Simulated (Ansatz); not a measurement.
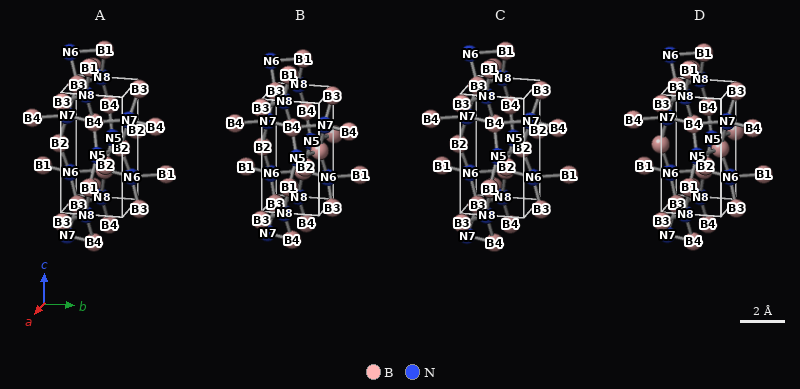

4 geometries from one relaxation of solid BN (a generated structure, set up in P4_322) (coarse preliminary run), in shuffled order. The picture is a ball-and-stick view of the cell of the calculation, seen from a free direction.

Computed with DFT PBE, scalar-relativistic, plane waves, PAW (Ansatz). Settings: plane-wave cutoff 420 eV; k-point mesh 6 × 6 × 4; occupations gaussian; smearing width 0.1 eV; no spin polarisation; cell and atoms relaxed; force threshold 0.04 eV/Å; at most 70 steps.

Put them in the order of the run, from the start to the converged end.

B, D, A, C. They are steps 0, 1, 2, 8, at +4.848 eV per cell of the calculation, +1.019 eV per cell of the calculation, +0.280 eV per cell of the calculation relative to the last. After 6 accepted moves (8 points after the start) the energy has fallen by 4.848 eV per cell of the calculation. The largest force component goes from 2.2 to 0.0014 eV/Å. Pressure: 141.14 GPa at the start and 0.26 GPa at the end. At 2 points the geometry stayed and the basis and grid were re-selected for the new cell (energy shift of 0.219 eV per cell of the calculation at most each time). The largest moves relative to the cell, 0.11 Å, are those of B1, B2, B3 and B4. B2 goes along −b. Largest moves by element: B 0.11 Å, N 0.07 Å. The drawn cell changes as follows: a = b 2.704 → 3.011 Å (+11.3 %), c 5.393 → 5.729 Å (+6.2 %); the volume changes by +31.7 %. Near-neighbour distances that change, for instance: B1–N6 1.546 → 1.703 Å, B1–N5 1.414 → 1.523 Å. Among the angles between lasting bonds that change: N5–B1–N8 155.4° → 146.0°, B1–N6–B2 85.2° → 79.8°, B2–N6–B3 155.4° → 160.0°. The space group stays P4_322 (No. 95).
